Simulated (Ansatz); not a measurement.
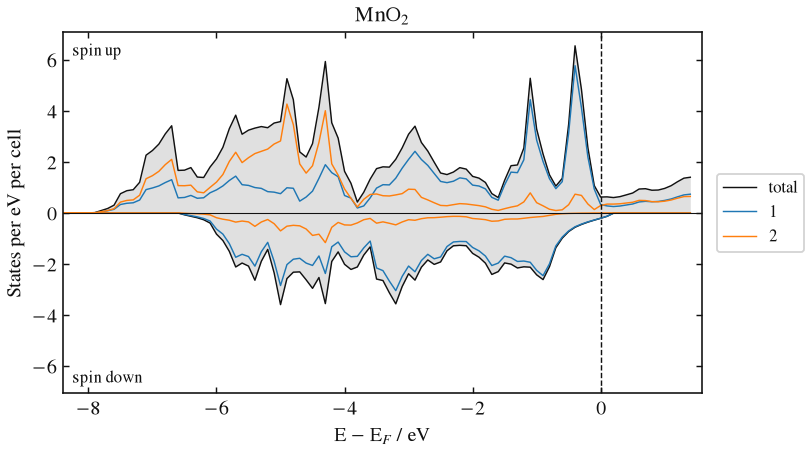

Density of states. Energies are counted from the Fermi level. The partial curves are projected on Löwdin-orthogonalised atomic shells. Spin-down states are drawn negative.

System: MnO₂, space group P4_2/mnm, 6 atoms in the cell.

Computed with Ansatz: DFT PBE+U, scalar-relativistic, plane waves, PAW, Ueff = 3.9 eV on Mn d, spin-polarised, 8×8×12 k mesh, Gaussian smearing of 0.1 eV.

The numbered curves are projections. Which is which? The candidates: Mn, O.

Answer. 1 is O; 2 is Mn.

What is the density of states at the Fermi level?

Answer. It is a metal. The density of states at the Fermi level isn't well fixed here: it changes fast, and within 0.3 eV it runs from 0.61 to 5.3 per eV and cell.

The run may have settled in a state above the lowest, so this need not be the ground state.
